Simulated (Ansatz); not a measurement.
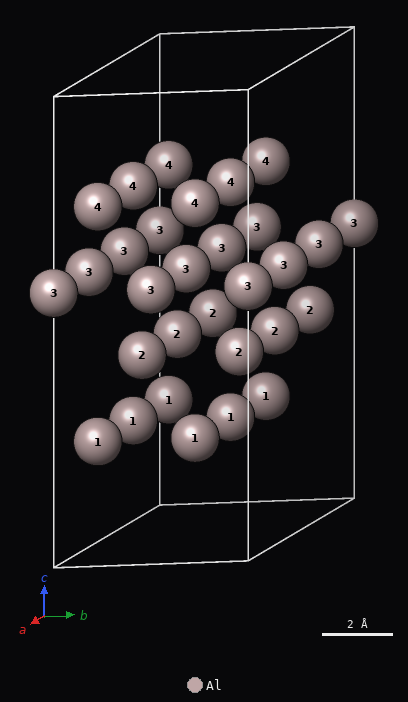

Fig. 1: The starting structure (spheres-only view of the 3 × 2 repeat of the cell, with the vacuum cut short, seen slightly off an axis; atoms are numbered from 1 in the order of the input). An atom can appear more than once, as a periodic image.

Geometry relaxation, with input and output: Al (part 1 of 2)

Al (slab, 4 atoms in the cell), computed with DFT PBEsol, scalar-relativistic, plane waves, PAW, no spin polarisation (Ansatz 0.2.0).

The structure derives from an entry of the Crystallography Open Database. The input holds or restrains some coordinates. Forces given for the steps count only the free coordinates. It belongs to a series of runs on one base structure; here: clean slab, lower half held. Figures and captions count atoms from 1; the log counts them from 0 in places.

**The input**
```yaml
crystal:
  lattice:
    - [2.839427007, 0.0, 0.0]
    - [-1.4197135035, 2.4590159203, 0.0]
    - [0.0, 0.0, 23.955147329]
  atoms:
    - { symbol: Al, position: [0.6666666667, 0.3333333333, 0.3548297943] }
    - { symbol: Al, position: [0.3333333333, 0.6666666667, 0.4516099314] }
    - { symbol: Al, position: [0.0, 0.0, 0.5483900686] }
    - { symbol: Al, position: [0.6666666667, 0.3333333333, 0.6451702057] }
basis:
  ecutwfc: 420
kpoints:
  mp_grid: { grid: [12, 12, 1] }
hamiltonian:
  xc: pbesol
scf:
  occupations: { method: gaussian, width: 0.1 }
output:
  forces: true
  eigenvalues: true
  write_density: true
  write_potential: true
  elf: true
  volumetric_format: npy
relax:
  adjacent_minimum: "off"
  f_tol: 0.03
  max_steps: 70
  constraints: [{ sites: [0, 1] }]
efield:
  axis: 3
  dipole_correction: true
  ramp_width: 0.04
```

Launched with:
```bash
ansatz run input.yaml --threads 1 --pin off --max-ram 2560MiB --backend cpu --events-out ev --progress --plain --runs-dir out
```

**What the program printed**
```
Engine: ansatz 0.2.0, aarch64-unknown-linux-gnu
Pseudopotentials: kind: paw
Pseudopotential: Al, paw, valence charge 3, recommended cutoff 420 eV (normal), Al.paw.azcp
Functional definition: PBEsol
  exchange = pbesol_x
  correlation = pbesol_c
Crystal: 4 atoms, lattice volume = 167.260 Å³
Basis set: ecut = 420 eV, 3297 PW (Γ), exchange–correlation on 40×40×324 points (8 copies of the dense FFT grid, shifted against one another)
Bands: 10, of which v1, the nominal top of the filled ones, is band 6 counted from 1 (5 counted from 0)
Symmetry: 6 space group operations
k-points: 19 of 144 (time reversal used)
Non-local potential: Al, projectors of the file, l = 0: 2, l = 1: 2, l = 2: 1
PAW form: soft (Blöchl's): semilocal exchange-correlation on the pseudo side does not see the compensation charge
PAW frozen core: Al, regenerated for the run's functional, and the local potential with it (the file was generated under x = pbe(κ = 0.804, μ = 0.2195149727645171), c = pbe(β = 0.06672455060314922))
PAW one-centre angular grid: Al, 110 points (default); XC on 64 Gauss nodes
Initial density: superposition of atomic densities (neutral atoms: chi_scale 0, normalization atom), corrected by the library's trained network
Initial wavefunctions: pseudopotential atomic-orbital guess
Functional: x = pbesol(κ = 0.804, μ = 0.12345679012345678), c = pbesol(β = 0.046)
SCF iter   1: F=—  HF=-2097.329333 eV  |F-HF|=—  |Δ(HF+E_count)|=         —  Δρ=1.59e-3  dr2=5.67e-2  ethr=1.77e-3  p=0.000 e·Å  D=4.21e-14 V/Å  ΔV_dip=-0.00 eV  dr2_dipole=1.95e-7  V_vac-E_F(+/−)=4.04/4.04 eV  ⟨swp⟩=8.4  Hψ=1729  notcnv=0
efield: sawtooth ramp at fractional position 0.9800 (placed from the atoms, in the widest stretch of the axis that holds none; the zero of the levels goes with the place), width 0.0400; the density the first Hamiltonian is built on has a dipole p = 0.000 e·Å; the dipole correction subtracts the counter field D = 4.21e-14 V/Å, which shifts the + side's vacuum level by -0.00 eV against the − side's; the planar-averaged density in the ramp window peaks in size at 9.5e-6 e/Å³
preconditioner: auto → LDOS  [metal: Δε(μ)=0.107 eV  Ē_g=6.570 eV  σ=0.100 eV  W_gap=0.46  n_scr=12 (ndim 8)  ℏωp=9.9 eV  f_vac=0.500  D(μ)=2.24/eV (n_scr^D=10)  β→1.0]
SCF iter   2: F=—  HF=-2097.326715 eV  |F-HF|=—  |Δ(HF+E_count)|=   2.62e-3  Δρ=5.31e-4  dr2=2.22e-3  ethr=4.73e-4  p=-0.000 e·Å  D=-4.44e-6 V/Å  ΔV_dip=0.00 eV  dr2_dipole=2.47e-8  V_vac-E_F(+/−)=4.12/4.12 eV  ⟨swp⟩=1.3  Hψ=362  notcnv=0  defer=2
SCF iter   3: F=—  HF=-2097.326714 eV  |F-HF|=—  |Δ(HF+E_count)|=   9.22e-7  Δρ=2.03e-4  dr2=4.01e-4  ethr=1.85e-5  p=-0.000 e·Å  D=-1.44e-5 V/Å  ΔV_dip=0.00 eV  dr2_dipole=1.55e-8  V_vac-E_F(+/−)=4.12/4.12 eV  ⟨swp⟩=2.6  Hψ=306  notcnv=0  defer=2
iter 4 did not close the SCF: its close was put off for the readings that it lacked (scf_convergence_deferred on its scf_iter line)
SCF iter   4: F=-2097.326675 eV  HF=-2097.326690 eV  |F-HF|=1.50e-5  |Δ(HF+E_count)|=   2.36e-5  Δρ=4.73e-5  dr2=2.01e-5  ethr=3.34e-6  p=-0.000 e·Å  D=-6.02e-6 V/Å  ΔV_dip=0.00 eV  dr2_dipole=4.79e-9  V_vac-E_F(+/−)=4.12/4.12 eV  ⟨swp⟩=2.5  Hψ=299  notcnv=0  defer=2
iter 5 did not close the SCF: its close was put off for the readings that it lacked (scf_convergence_deferred on its scf_iter line)
SCF iter   5: F=-2097.326688 eV  HF=-2097.326687 eV  |F-HF|=1.69e-7  |Δ(HF+E_count)|=   2.86e-6  Δρ=1.29e-5  dr2=6.99e-7  ethr=1.68e-7  p=-0.000 e·Å  D=-4.56e-6 V/Å  ΔV_dip=0.00 eV  dr2_dipole=4.95e-12  V_vac-E_F(+/−)=4.11/4.11 eV  ⟨swp⟩=2.2  Hψ=290  notcnv=0  defer=2
SCF iter   6: F=-2097.326688 eV  HF=-2097.326688 eV  |F-HF|=6.49e-9  |Δ(HF+E_count)|=   4.91e-7  Δρ=3.10e-6  dr2=7.62e-8  ethr=5.82e-9  p=-0.000 e·Å  D=-1.76e-6 V/Å  ΔV_dip=0.00 eV  dr2_dipole=3.59e-10  V_vac-E_F(+/−)=4.11/4.11 eV  ⟨swp⟩=12.4  Hψ=1823  notcnv=0
SCF 1 converged in 6 iterations: F = -2097.326688 eV  dr2 = 7.62e-8
  greatest PAW one-centre occupation: 0.464 electrons in one spin orbital (limit 2), on the Al atom at site 0 (counted from 0), in its partial waves of l = 0
relax step   1: F+E_penalty+E_count = -2097.32668798 eV  Δ(F+E_penalty+E_count) = +0.000e0 eV  max|allowed force component| = 1.092e-1 eV/Å  Δτ_max = 0.0000 Å  (6 SCF iters, dr2 threshold 2.25e-5 eV, accepted)
Initial density: handed on by an earlier stage of this run
Initial wavefunctions: those handed on with the density
iter 1 solved again at ethr=8.92e-5 eV; its pass at ethr=3.10e-3 eV (dr2=1.07e-2 eV) is discarded
SCF iter   1: F=—  HF=-2097.328636 eV  |F-HF|=—  |Δ(HF+E_count)|=         —  Δρ=7.22e-4  dr2=1.07e-2  ethr=8.92e-5  p=-0.000 e·Å  D=-1.76e-6 V/Å  ΔV_dip=0.00 eV  dr2_dipole=1.66e-3  V_vac-E_F(+/−)=4.11/4.11 eV  ⟨swp⟩=1.3  Hψ=942  notcnv=0  defer=4
efield: sawtooth ramp at fractional position 0.9800 (handed on by an earlier solve), width 0.0400; the density the first Hamiltonian is built on has a dipole p = -0.000 e·Å; the dipole correction subtracts the counter field D = -1.76e-6 V/Å, which shifts the + side's vacuum level by +0.00 eV against the − side's; the planar-averaged density in the ramp window peaks in size at 1.8e-7 e/Å³
preconditioner: auto → LDOS  [metal: Δε(μ)=0.099 eV  Ē_g=6.566 eV  σ=0.100 eV  W_gap=0.45  n_scr=12 (ndim 8)  ℏωp=9.9 eV  f_vac=0.500  D(μ)=2.25/eV (n_scr^D=10)  β→1.0]
SCF iter   2: F=—  HF=-2097.327786 eV  |F-HF|=—  |Δ(HF+E_count)|=   8.51e-4  Δρ=3.16e-4  dr2=7.00e-4  ethr=8.88e-5  p=-0.000 e·Å  D=-1.98e-4 V/Å  ΔV_dip=0.00 eV  dr2_dipole=1.13e-4  V_vac-E_F(+/−)=4.11/4.10 eV  ⟨swp⟩=2.1  Hψ=257  notcnv=0  defer=4
SCF iter   3: F=—  HF=-2097.327721 eV  |F-HF|=—  |Δ(HF+E_count)|=   6.46e-5  Δρ=1.54e-4  dr2=3.17e-4  ethr=5.83e-6  p=-0.000 e·Å  D=-2.82e-5 V/Å  ΔV_dip=0.00 eV  dr2_dipole=5.43e-5  V_vac-E_F(+/−)=4.10/4.09 eV  ⟨swp⟩=2.2  Hψ=299  notcnv=0  defer=4
SCF iter   4: F=—  HF=-2097.327697 eV  |F-HF|=—  |Δ(HF+E_count)|=   2.35e-5  Δρ=1.85e-5  dr2=5.63e-6  ethr=2.64e-6  p=0.000 e·Å  D=7.94e-7 V/Å  ΔV_dip=-0.00 eV  dr2_dipole=3.04e-6  V_vac-E_F(+/−)=4.09/4.09 eV  ⟨swp⟩=2.1  Hψ=259  notcnv=0  defer=4
SCF iter   5: F=—  HF=-2097.327723 eV  |F-HF|=—  |Δ(HF+E_count)|=   2.52e-5  Δρ=5.99e-6  dr2=2.51e-7  ethr=4.69e-8  p=0.000 e·Å  D=6.46e-5 V/Å  ΔV_dip=-0.00 eV  dr2_dipole=1.53e-8  V_vac-E_F(+/−)=4.09/4.09 eV  ⟨swp⟩=2.2  Hψ=276  notcnv=0  defer=4
iter 6 did not close the SCF: its close was put off until two iterations running show no level that it waits for move by more than its bar (scf_convergence_deferred on its scf_iter line)
SCF iter   6: F=-2097.327723 eV  HF=-2097.327723 eV  |F-HF|=7.28e-8  |Δ(HF+E_count)|=   7.04e-8  Δρ=1.91e-6  dr2=6.79e-8  ethr=8.33e-10  p=0.000 e·Å  D=9.49e-5 V/Å  ΔV_dip=-0.00 eV  dr2_dipole=3.64e-8  V_vac-E_F(+/−)=4.09/4.09 eV  ⟨swp⟩=14.1  Hψ=1817  notcnv=0
iter 7 did not close the SCF: its close was put off until two iterations running show no level that it waits for move by more than its bar (scf_convergence_deferred on its scf_iter line)
SCF iter   7: F=-2097.327723 eV  HF=-2097.327723 eV  |F-HF|=3.60e-9  |Δ(HF+E_count)|=   8.56e-9  Δρ=6.83e-7  dr2=4.31e-9  ethr=5.65e-10  p=0.000 e·Å  D=1.13e-4 V/Å  ΔV_dip=-0.00 eV  dr2_dipole=1.91e-11  V_vac-E_F(+/−)=4.09/4.09 eV  ⟨swp⟩=8.6  Hψ=1324  notcnv=0
SCF iter   8: F=-2097.327723 eV  HF=-2097.327723 eV  |F-HF|=4.85e-10  |Δ(HF+E_count)|=   5.84e-9  Δρ=1.83e-7  dr2=1.92e-10  ethr=3.59e-11  p=0.000 e·Å  D=1.18e-4 V/Å  ΔV_dip=-0.00 eV  dr2_dipole=8.24e-15  V_vac-E_F(+/−)=4.09/4.09 eV  ⟨swp⟩=7.4  Hψ=1228  notcnv=0
SCF 2 converged in 8 iterations: F = -2097.327723 eV  dr2 = 1.92e-10
relax step   2: F+E_penalty+E_count = -2097.32772273 eV  Δ(F+E_penalty+E_count) = -1.035e-3 eV  max|allowed force component| = 4.689e-2 eV/Å  Δτ_max = 0.0349 Å  (8 SCF iters, accepted)
SCF iter   1: F=—  HF=-2097.327923 eV  |F-HF|=—  |Δ(HF+E_count)|=         —  Δρ=1.54e-4  dr2=4.70e-4  ethr=2.88e-5  p=0.000 e·Å  D=1.18e-4 V/Å  ΔV_dip=-0.00 eV  dr2_dipole=7.73e-5  V_vac-E_F(+/−)=4.09/4.09 eV  ⟨swp⟩=2.3  Hψ=644  notcnv=0  defer=4
efield: sawtooth ramp at fractional position 0.9800 (handed on by an earlier solve), width 0.0400; the density the first Hamiltonian is built on has a dipole p = 0.000 e·Å; the dipole correction subtracts the counter field D = 1.18e-4 V/Å, which shifts the + side's vacuum level by -0.00 eV against the − side's; the planar-averaged density in the ramp window peaks in size at 1.0e-7 e/Å³
preconditioner: auto → LDOS  [insulator: Δε(μ)=0.123 eV  Ē_g=6.561 eV  σ=0.100 eV  W_gap=0.51  n_scr=12 (ndim 8)  ℏωp=9.9 eV  f_vac=0.500  D(μ)=2.10/eV (n_scr^D=10)  ε∞_Penn≈3.3  β→1.0]
SCF iter   2: F=—  HF=-2097.327879 eV  |F-HF|=—  |Δ(HF+E_count)|=   4.46e-5  Δρ=9.25e-5  dr2=4.20e-5  ethr=3.92e-6  p=0.000 e·Å  D=1.60e-4 V/Å  ΔV_dip=-0.00 eV  dr2_dipole=8.02e-7  V_vac-E_F(+/−)=4.09/4.09 eV  ⟨swp⟩=1.6  Hψ=379  notcnv=0  defer=4
SCF iter   3: F=—  HF=-2097.327896 eV  |F-HF|=—  |Δ(HF+E_count)|=   1.73e-5  Δρ=2.08e-5  dr2=1.26e-5  ethr=3.50e-7  p=0.000 e·Å  D=1.09e-4 V/Å  ΔV_dip=-0.00 eV  dr2_dipole=3.58e-6  V_vac-E_F(+/−)=4.09/4.09 eV  ⟨swp⟩=2.4  Hψ=321  notcnv=0  defer=4
SCF iter   4: F=—  HF=-2097.327895 eV  |F-HF|=—  |Δ(HF+E_count)|=   4.94e-7  Δρ=7.76e-6  dr2=1.89e-6  ethr=1.05e-7  p=0.000 e·Å  D=8.98e-5 V/Å  ΔV_dip=-0.00 eV  dr2_dipole=5.56e-7  V_vac-E_F(+/−)=4.09/4.09 eV  ⟨swp⟩=1.3  Hψ=205  notcnv=0  defer=4
SCF iter   5: F=-2097.327895 eV  HF=-2097.327895 eV  |F-HF|=3.42e-8  |Δ(HF+E_count)|=   3.44e-8  Δρ=1.25e-6  dr2=3.69e-8  ethr=8.33e-10  p=0.000 e·Å  D=7.83e-5 V/Å  ΔV_dip=-0.00 eV  dr2_dipole=2.14e-8  V_vac-E_F(+/−)=4.09/4.09 eV  ⟨swp⟩=11.4  Hψ=1666  notcnv=0
SCF 3 converged in 5 iterations: F = -2097.327895 eV  dr2 = 3.69e-8
relax step   3: F+E_penalty+E_count = -2097.32789531 eV  Δ(F+E_penalty+E_count) = -1.726e-4 eV  max|allowed force component| = 1.057e-3 eV/Å  Δτ_max = 0.0072 Å  (5 SCF iters, accepted)
```

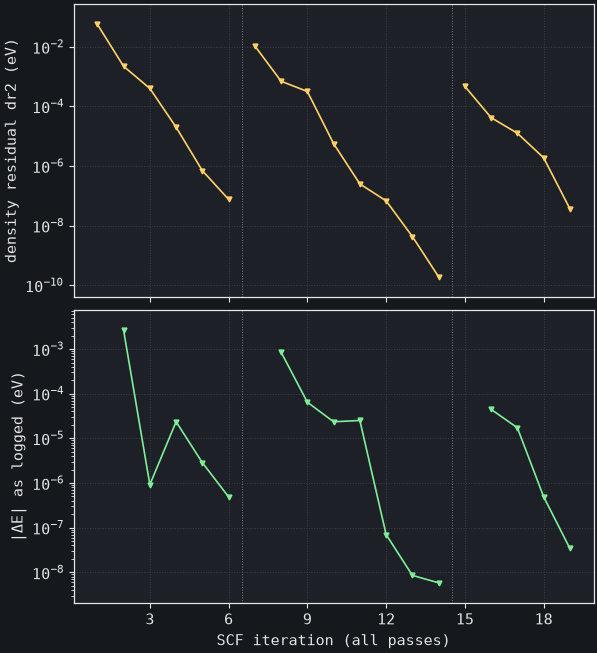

Fig. 2: Convergence of the self-consistent field: density residual dr2 and size of the energy change against the SCF iteration. The dotted lines part the SCF passes of the relaxation: geometry steps, rejected trials and re-solves on a re-selected basis. The passes take 6, 8 and 5 iterations.

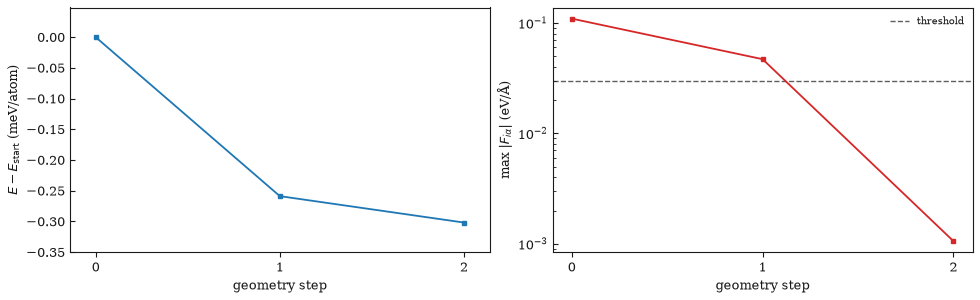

Fig. 3: Progress of the restrained relaxation, step by step (the first geometry is step 0 here and step 1 in the log).
